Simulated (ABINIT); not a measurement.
ZnS: optical-spectrum calculation (part 2 of 2)

ZnS (4 atoms in the cell); Kohn-Sham DFT of a periodic cell, LDA, PseudoDojo NC SR LDA v0.4.1 standard, no spin polarisation (ABINIT 10.8.3); cutoff 816.34 eV, 8×8×6 k-mesh, fixed occupations. The structure derives from an entry of the Crystallography Open Database.

Geometry of the input (Å; fractional positions):
```
3.8110  0.0000  0.0000
-1.9055  3.3004  0.0000
0.0000  0.0000  6.2340
Zn 0.6667  0.3333  0.5000
Zn 0.3333  0.6667  0.0000
S  0.6667  0.3333  0.8850
S  0.3333  0.6667  0.3850
```

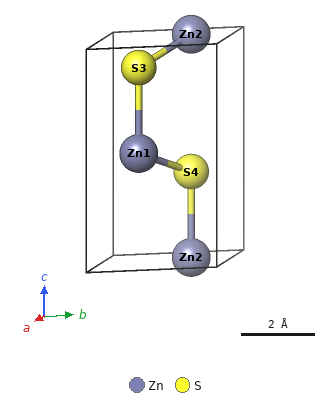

Fig. 1: The structure (ball-and-stick view of the cell of the calculation, seen slightly off an axis; atoms are numbered from 1 in the order of the input).

**The program's output, continued**
```
 Cartesian components of stress tensor (hartree/bohr^3)
  sigma(1 1)=  1.40533057E-03  sigma(3 2)=  0.00000000E+00
  sigma(2 2)=  1.40533057E-03  sigma(3 1)=  0.00000000E+00
  sigma(3 3)=  1.45216502E-03  sigma(2 1)=  1.16610193E-13

--- !ResultsGS
iteration_state: {dtset: 1, }
comment   : Summary of ground state results
lattice_vectors:
- [  7.2017463,   0.0000000,   0.0000000, ]
- [ -3.6008731,   6.2368952,   0.0000000, ]
- [  0.0000000,   0.0000000,  11.7805527, ]
lattice_lengths: [   7.20175,    7.20175,   11.78055, ]
lattice_angles: [ 90.000,  90.000, 120.000, ] # degrees, (23, 13, 12)
lattice_volume:   5.2914163E+02
convergence: {deltae:  2.899E-12, res2:  1.217E-13, residm:  1.188E-15, diffor: null, }
etotal    :  -4.40010276E+02
entropy   :   0.00000000E+00
fermie    :   1.26858929E-01
cartesian_stress_tensor: # hartree/bohr^3
- [  1.40533057E-03,   1.16610193E-13,   0.00000000E+00, ]
- [  1.16610193E-13,   1.40533057E-03,   0.00000000E+00, ]
- [  0.00000000E+00,   0.00000000E+00,   1.45216502E-03, ]
pressure_GPa:  -4.1806E+01
xred      :
- [  6.6667E-01,   3.3333E-01,   5.0000E-01, Zn]
- [  3.3333E-01,   6.6667E-01,   0.0000E+00, Zn]
- [  6.6667E-01,   3.3333E-01,   8.8500E-01,  S]
- [  3.3333E-01,   6.6667E-01,   3.8500E-01,  S]
cartesian_forces: # hartree/bohr
- [ -0.00000000E+00,  -0.00000000E+00,   5.72189535E-03, ]
- [ -0.00000000E+00,  -0.00000000E+00,   5.72189535E-03, ]
- [ -0.00000000E+00,  -0.00000000E+00,  -5.72189535E-03, ]
- [ -0.00000000E+00,  -0.00000000E+00,  -5.72189535E-03, ]
force_length_stats: {min:   5.72189535E-03, max:   5.72189535E-03, mean:   5.72189535E-03, }
...

 Integrated electronic density in atomic spheres:
 ------------------------------------------------
 Atom  Sphere_radius  Integrated_density
    1        2.00000         18.16205073
    2        2.00000         18.16205073
    3        2.00000          3.92619707
    4        2.00000          3.92619707
================================================================================

 ----iterations are completed or convergence reached----

 Mean square residual over all n,k,spin=   52.597E-19; max=  11.882E-16
 reduced coordinates (array xred) for    4 atoms
       0.666666666667      0.333333333333      0.500000000000
       0.333333333333      0.666666666667      0.000000000000
       0.666666666667      0.333333333333      0.885000000000
       0.333333333333      0.666666666667      0.385000000000
 rms dE/dt=  3.8918E-02; max dE/dt=  6.7395E-02; dE/dt below (all hartree)
    1       0.000000000000      0.000000000000     -0.067419619719
    2       0.000000000000      0.000000000000     -0.067419619719
    3       0.000000000000      0.000000000000      0.067394559271
    4       0.000000000000      0.000000000000      0.067394559271

 cartesian coordinates (angstrom) at end:
    1      1.90549999868555     1.10014093717839     3.11699999788088
    2     -0.00000000001764     2.20028187435677     0.00000000000000
    3      1.90549999868555     1.10014093717839     5.51708999624916
    4     -0.00000000001764     2.20028187435677     2.40008999836828

 cartesian forces (hartree/bohr) at end:
    1     -0.00000000000000    -0.00000000000000     0.00572189535036
    2     -0.00000000000000    -0.00000000000000     0.00572189535036
    3     -0.00000000000000    -0.00000000000000    -0.00572189535036
    4     -0.00000000000000    -0.00000000000000    -0.00572189535036
 frms,max,avg= 3.3035378E-03 5.7218954E-03   0.000E+00  0.000E+00  1.064E-06 h/b

 cartesian forces (eV/Angstrom) at end:
    1     -0.00000000000000    -0.00000000000000     0.29423168899825
    2     -0.00000000000000    -0.00000000000000     0.29423168899825
    3     -0.00000000000000    -0.00000000000000    -0.29423168899825
    4     -0.00000000000000    -0.00000000000000    -0.29423168899825
 frms,max,avg= 1.6987474E-01 2.9423169E-01   0.000E+00  0.000E+00  5.469E-05 e/A
 length scales=  1.000000000000  1.000000000000  1.000000000000 bohr
              =  0.529177210544  0.529177210544  0.529177210544 angstroms
 Fermi (or HOMO) energy (hartree) =   0.12686   Average Vxc (hartree)=  -0.37966
 Eigenvalues (hartree) for nkpt=  30  k points:
 kpt#   1, nband= 26, wtk=  0.00521, kpt=  0.0000  0.0000  0.0833 (reduced coord)
  -4.45120   -4.45120   -2.77727   -2.77727   -2.77708   -2.77708   -2.77698   -2.77698
  -0.35589   -0.32237   -0.11275   -0.11275   -0.11092   -0.11092   -0.11016   -0.09568
  -0.09568   -0.09271   -0.09271   -0.08992   -0.05957    0.09629    0.09629    0.12134
   0.12686    0.12686
 prteigrs : prtvol=0 or 1, do not print more k-points.

--- !EnergyTerms
iteration_state     : {dtset: 1, }
comment             : Components of total free energy in Hartree
kinetic             :  1.91876429696764E+02
hartree             :  1.83836492752345E+02
xc                  : -5.06124148081993E+01
Ewald energy        : -2.14807532426749E+02
psp_core            :  6.95312136580434E+00
local_psp           : -4.64277697553266E+02
non_local_psp       : -9.29786751666641E+01
total_energy        : -4.40010276139966E+02
total_energy_eV     : -1.19732895762454E+04
band_energy         : -5.39968747802516E+01
...

 Cartesian components of stress tensor (hartree/bohr^3)
  sigma(1 1)=  1.40533057E-03  sigma(3 2)=  0.00000000E+00
  sigma(2 2)=  1.40533057E-03  sigma(3 1)=  0.00000000E+00
  sigma(3 3)=  1.45216502E-03  sigma(2 1)=  1.16610193E-13

-Cartesian components of stress tensor (GPa)         [Pressure= -4.1806E+01 GPa]
- sigma(1 1)=  4.13462530E+01  sigma(3 2)=  0.00000000E+00
- sigma(2 2)=  4.13462530E+01  sigma(3 1)=  0.00000000E+00
- sigma(3 3)=  4.27241700E+01  sigma(2 1)=  3.43079032E-09

================================================================================
== DATASET  2 ==================================================================

--- !DatasetInfo
iteration_state: {dtset: 2, }
dimensions: {natom: 4, nkpt: 30, mband: 36, nsppol: 1, nspinor: 1, nspden: 1, mpw: 4182, }
cutoff_energies: {ecut:  30.0, pawecutdg:  -1.0, }
electrons: {nelect:   5.20000000E+01, charge:   0.00000000E+00, occopt:   1.00000000E+00, tsmear:   1.00000000E-02, }
meta: {optdriver: 0, ionmov: 0, optcell: 0, iscf: -2, paral_kgb: 0, }
...

 mkfilename : getden/=0, take file _DEN from output of DATASET   1.

 Exchange-correlation functional for the present dataset will be:
  LDA: Perdew-Wang 92 LSD fit to Ceperley-Alder data - ixc=7
  J.P.Perdew and Y.Wang, PRB 45, 13244 (1992)

 Real(R)+Recip(G) space primitive vectors, cartesian coordinates (Bohr,Bohr^-1):
 R(1)=  7.2017463  0.0000000  0.0000000  G(1)=  0.1388552  0.0801681  0.0000000
 R(2)= -3.6008731  6.2368952  0.0000000  G(2)=  0.0000000  0.1603362  0.0000000
 R(3)=  0.0000000  0.0000000 11.7805527  G(3)=  0.0000000  0.0000000  0.0848857
 Unit cell volume ucvol=  5.2914163E+02 bohr^3
 Angles (23,13,12)=  9.00000000E+01  9.00000000E+01  1.20000000E+02 degrees

 getcut: wavevector=  0.0000  0.0000  0.0000  ngfft=  36  36  60
         ecut(hartree)=     30.000   => boxcut(ratio)=   2.02740
--------------------------------------------------------------------------------

================================================================================
 Non-SCF case, kpt    1 (  0.00000  0.00000  0.08333), residuals and eigenvalues=
  5.76E-13  6.76E-13  1.58E-13  1.50E-13  1.97E-13  2.69E-13  1.75E-13  8.38E-13
  1.36E-13  1.15E-13  7.92E-13  7.31E-13  2.13E-13  9.51E-13  5.56E-13  2.88E-13
  2.66E-13  8.55E-13  6.27E-13  9.68E-13  6.07E-13  3.87E-13  4.33E-13  5.40E-13
  2.58E-13  2.81E-13  9.92E-13  2.64E-13  3.53E-13  3.09E-13  4.53E-13  2.64E-13
  6.79E-12  2.82E-09  1.02E-08  3.76E-05
 -4.4512E+00 -4.4512E+00 -2.7773E+00 -2.7773E+00 -2.7771E+00 -2.7771E+00
 -2.7770E+00 -2.7770E+00 -3.5589E-01 -3.2237E-01 -1.1275E-01 -1.1275E-01
 -1.1092E-01 -1.1092E-01 -1.1016E-01 -9.5683E-02 -9.5683E-02 -9.2711E-02
 -9.2711E-02 -8.9919E-02 -5.9569E-02  9.6289E-02  9.6289E-02  1.2134E-01
  1.2686E-01  1.2686E-01  2.0689E-01  2.3036E-01  3.5347E-01  3.5347E-01
  3.6207E-01  4.0067E-01  4.0067E-01  4.5603E-01  4.9671E-01  4.9676E-01
 prteigrs : prtvol=0 or 1, do not print more k-points.

--- !ResultsGS
iteration_state: {dtset: 2, }
comment   : Summary of ground state results
lattice_vectors:
- [  7.2017463,   0.0000000,   0.0000000, ]
- [ -3.6008731,   6.2368952,   0.0000000, ]
- [  0.0000000,   0.0000000,  11.7805527, ]
lattice_lengths: [   7.20175,    7.20175,   11.78055, ]
lattice_angles: [ 90.000,  90.000, 120.000, ] # degrees, (23, 13, 12)
lattice_volume:   5.2914163E+02
convergence: {deltae:  0.000E+00, res2:  0.000E+00, residm:  9.966E-13, diffor:  0.000E+00, }
etotal    :  -4.40010276E+02
entropy   :   0.00000000E+00
fermie    :   1.26858929E-01
cartesian_stress_tensor: null
pressure_GPa: null
xred      :
- [  6.6667E-01,   3.3333E-01,   5.0000E-01, Zn]
- [  3.3333E-01,   6.6667E-01,   0.0000E+00, Zn]
- [  6.6667E-01,   3.3333E-01,   8.8500E-01,  S]
- [  3.3333E-01,   6.6667E-01,   3.8500E-01,  S]
cartesian_forces: null
force_length_stats: {min: null, max: null, mean: null, }
...

 Integrated electronic density in atomic spheres:
 ------------------------------------------------
 Atom  Sphere_radius  Integrated_density
    1        2.00000         18.16205073
    2        2.00000         18.16205073
    3        2.00000          3.92619707
    4        2.00000          3.92619707
================================================================================

 ----iterations are completed or convergence reached----

 Mean square residual over all n,k,spin=   51.281E-14; max=  99.656E-14
 reduced coordinates (array xred) for    4 atoms
       0.666666666667      0.333333333333      0.500000000000
       0.333333333333      0.666666666667      0.000000000000
       0.666666666667      0.333333333333      0.885000000000
       0.333333333333      0.666666666667      0.385000000000

 cartesian coordinates (angstrom) at end:
    1      1.90549999868555     1.10014093717839     3.11699999788088
    2     -0.00000000001764     2.20028187435677     0.00000000000000
    3      1.90549999868555     1.10014093717839     5.51708999624916
    4     -0.00000000001764     2.20028187435677     2.40008999836828
 length scales=  1.000000000000  1.000000000000  1.000000000000 bohr
              =  0.529177210544  0.529177210544  0.529177210544 angstroms
 Eigenvalues (hartree) for nkpt=  30  k points:
 kpt#   1, nband= 36, wtk=  0.00521, kpt=  0.0000  0.0000  0.0833 (reduced coord)
  -4.45120   -4.45120   -2.77727   -2.77727   -2.77708   -2.77708   -2.77698   -2.77698
  -0.35589   -0.32237   -0.11275   -0.11275   -0.11092   -0.11092   -0.11016   -0.09568
  -0.09568   -0.09271   -0.09271   -0.08992   -0.05957    0.09629    0.09629    0.12134
   0.12686    0.12686    0.20689    0.23036    0.35347    0.35347    0.36207    0.40067
   0.40067    0.45603    0.49671    0.49676
 prteigrs : prtvol=0 or 1, do not print more k-points.

================================================================================
== DATASET  3 ==================================================================

--- !DatasetInfo
iteration_state: {dtset: 3, }
dimensions: {natom: 4, nkpt: 30, mband: 32, nsppol: 1, nspinor: 1, nspden: 1, mpw: 4182, }
cutoff_energies: {ecut:  30.0, pawecutdg:  -1.0, }
electrons: {nelect:   5.20000000E+01, charge:   0.00000000E+00, occopt:   1.00000000E+00, tsmear:   1.00000000E-02, }
meta: {optdriver: 8, wfk_task: 7, }
...

 mkfilename : getwfk/=0, take file _WFK from output of DATASET   2.

 Exchange-correlation functional for the present dataset will be:
  LDA: Perdew-Wang 92 LSD fit to Ceperley-Alder data - ixc=7
  J.P.Perdew and Y.Wang, PRB 45, 13244 (1992)

--------------------------------------------------------------------------------

 Computation of velocity matrix elements (DDK)

 Parameters extracted from the Abinit header:
    ecut:     30.0
    nkpt:    384
    mband:   36
    nsppol:  1
    nspinor: 1
    useylm:  0
    inclvkb: 2
    bmin: 1, bmax: 36
    Computing diagonal and off-diagonal matrix elements
    Between band index bmin: 1, bmax: 36

== END DATASET(S) ==============================================================
================================================================================

 -outvars: echo values of variables after computation  --------
            acell      1.0000000000E+00  1.0000000000E+00  1.0000000000E+00 Bohr
           etotal1    -4.4001027614E+02
           etotal3     0.0000000000E+00
            fcart1    -0.0000000000E+00 -0.0000000000E+00  5.7218953504E-03
                      -0.0000000000E+00 -0.0000000000E+00  5.7218953504E-03
                      -0.0000000000E+00 -0.0000000000E+00 -5.7218953504E-03
                      -0.0000000000E+00 -0.0000000000E+00 -5.7218953504E-03
            fcart3     0.0000000000E+00  0.0000000000E+00  0.0000000000E+00
                       0.0000000000E+00  0.0000000000E+00  0.0000000000E+00
                       0.0000000000E+00  0.0000000000E+00  0.0000000000E+00
                       0.0000000000E+00  0.0000000000E+00  0.0000000000E+00
            rprim      7.2017462609E+00  0.0000000000E+00  0.0000000000E+00
                      -3.6008731305E+00  6.2368952135E+00  0.0000000000E+00
                       0.0000000000E+00  0.0000000000E+00  1.1780552661E+01
           strten1     1.4053305738E-03  1.4053305740E-03  1.4521650236E-03
                       0.0000000000E+00  0.0000000000E+00  1.1661019280E-13
           strten3     0.0000000000E+00  0.0000000000E+00  0.0000000000E+00
                       0.0000000000E+00  0.0000000000E+00  0.0000000000E+00
           xangst      1.9054999987E+00  1.1001409372E+00  3.1169999979E+00
                      -1.7639288880E-11  2.2002818744E+00  0.0000000000E+00
                       1.9054999987E+00  1.1001409372E+00  5.5170899962E+00
                      -1.7639288880E-11  2.2002818744E+00  2.4000899984E+00
             xred      6.6666666667E-01  3.3333333333E-01  5.0000000000E-01
                       3.3333333333E-01  6.6666666667E-01  0.0000000000E+00
                       6.6666666667E-01  3.3333333333E-01  8.8500000000E-01
                       3.3333333333E-01  6.6666666667E-01  3.8500000000E-01
 Calculation completed.
```

**Key numbers**

```csv
quantity,value
outcome,converged
space group (tolerance 0.01 Å),P6₃mc (186)
electrons treated,52
free energy,−11973.2896 eV
Fermi energy,3.452 eV
pressure,−41.81 GPa
largest force (length of the vector),0.294 eV/Å
hardware,"1 thread of Arm Neoverse V1, 24 GiB of memory available, shared host"
wall time,6 min
peak memory,0.99 GiB
```

**Notes**

Points of doubt noted for this run: cutoff too low for stress. The cell is under a tension of 42 GPa at this level, so it is not at its equilibrium volume.
